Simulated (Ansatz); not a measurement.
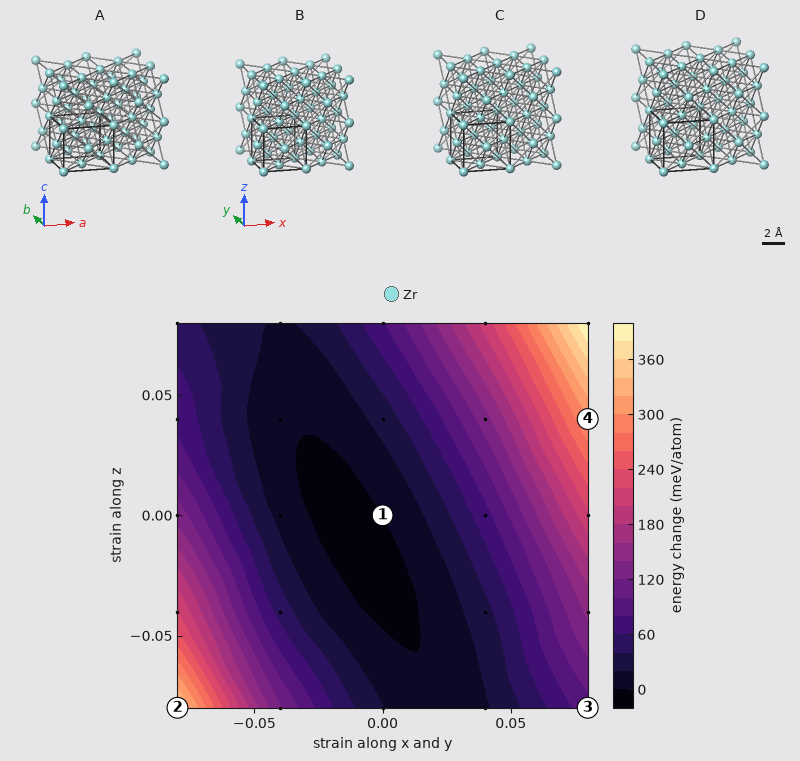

A scan of a crystal of Zr (Fm-3m): the cell is strained equally along x and y and separately along z, with the atoms kept at their fractional coordinates. x, y and z are the Cartesian axes of the input. The map is interpolated between the computed points (dots). The frames are shuffled; each belongs to one numbered point. Style: ball-and-stick. Shown: the conventional cell (4 times the calculation's cell), repeated 2 × 2 × 2 with one cell outlined, slightly off an axis. Lengths and directions refer to the drawn axes.

The calculation used DFT PBEsol, scalar-relativistic, plane waves, PAW (Ansatz). Set-up: plane-wave cutoff 420 eV; k-point mesh 18 × 18 × 18; occupations gaussian; smearing width 0.15 eV; no spin polarisation. Energies (free energies at the smearing named) are counted from the cell as listed in its source, which wasn't relaxed.

Question: Which frame belongs to which numbered point?

Answer: Point 1 is frame C, at (0.000, 0.000) and 0 meV/atom; 2 is frame B, at (−0.080, −0.080) and 346 meV/atom; 3 is frame A, at (0.080, −0.080) and 91 meV/atom; 4 is frame D, at (0.080, 0.040) and 299 meV/atom. In pairs of (strain along x and y; strain along z): the lowest computed point lies at (0.000, −0.040) (−3 meV/atom), the highest at (0.080, 0.080) (400 meV/atom). The valley is tilted: raising the in-plane strain is made harder by raising the strain along z (cross term 0.83 of the geometric mean of the two curvatures). Over the ranges scanned the energy rises more along the first axis, the in-plane strain. The pressure runs from −16.1 GPa at (0.080, 0.080) to 30.0 GPa at (−0.080, −0.080).
